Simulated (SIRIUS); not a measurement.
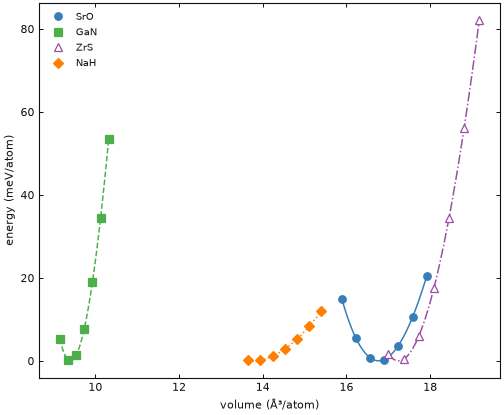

**Figure.** Energy against volume, with one curve for each compound, for GaN, NaH, SrO and ZrS (all in space group Fm-3m (No. 225)).

Settings that differ: SrO: density cutoff 4610 eV, wave cutoff 1150 eV, k mesh 9×9×9; GaN: density cutoff 4610 eV, wave cutoff 1150 eV, k mesh 11×11×11; ZrS: density cutoff 3660 eV, wave cutoff 915 eV, k mesh 9×9×9; NaH: density cutoff 4810 eV, wave cutoff 1200 eV, k mesh 9×9×9.

The fitted equilibrium volumes, smallest first, are GaN 9.407, NaH 13.773, SrO 16.768, ZrS 17.244 Å³/atom. The fitted bulk moduli, smallest first, are NaH 23.9, SrO 94.0, ZrS 148.2, GaN 232.1 GPa.

How it was computed, with SIRIUS 7.10.0: plane-wave DFT, no spin polarisation; energies at scaled volumes of the given cell, shape and fractions fixed, counted from the fit's minimum, third-order Birch-Murnaghan fit. Level: PBEsol.

- occupations: Fermi–Dirac
- smearing width: 0.05 eV
- potentials: dojo sr pbesol 0.4.1 standard
